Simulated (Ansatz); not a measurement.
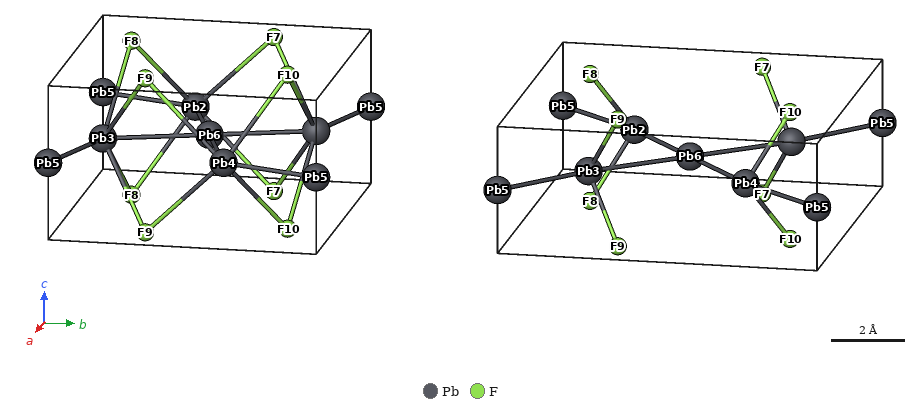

Two geometries of solid Pb$_{3}$F$_{2}$ (a generated structure, set up in P4/mbm), drawn at one scale. One is the start of a relaxation, the other its converged end. The picture is a ball-and-stick view of the cell of the calculation, seen slightly off an axis.

All numbers below come from DFT, PAW plane waves, PBE in Ansatz. Set-up: plane-wave cutoff 420 eV; k-point mesh 5 × 5 × 8; occupations fermi dirac; smearing width 0.1 eV; no spin polarisation; cell and atoms relaxed; at most 80 steps.

> Which of the two is the end point?

The right one is the relaxed one. The start is a swapped structure. The largest moves relative to the cell, 1.29 Å, are those of Pb atoms. By element the largest moves are Pb 1.29 Å, F 0.23 Å. The drawn cell changes as follows: a = b 7.577 → 9.033 Å (+19.2 %), c 4.422 → 3.642 Å (−17.6 %); the volume changes by +17.0 %. Some distances before and after: Pb–Pb 2.756 → 5.860 Å, F–Pb 3.200 → 3.979 Å, F–Pb 3.064 → 2.343 Å, Pb–Pb 2.978 → 3.205 Å. Bonds break: Pb–Pb (2.76 → 5.86 Å). Among the angles between lasting bonds that change: Pb–Pb–Pb 128.2° → 170.6°. The space group stays P4/mbm (No. 127). After 30 accepted moves (39 points after the start) the energy has fallen by 315 meV per atom. The largest force component goes from 1.3 to 0.0023 eV/Å. Pressure: 1.34 GPa at the start and 0.02 GPa at the end. The line search rejected the trial steps at points 5, 14, 16, 18, 30, 33 of the run. The SCF was repeated 3 times at an unchanged geometry on a basis and grid sized afresh for the cell, which shifted the energy by 13.2 meV per atom at most. Cost: 33 min on 2 threads of Arm Neoverse N1, on a shared host, peak memory 0.85 GiB.
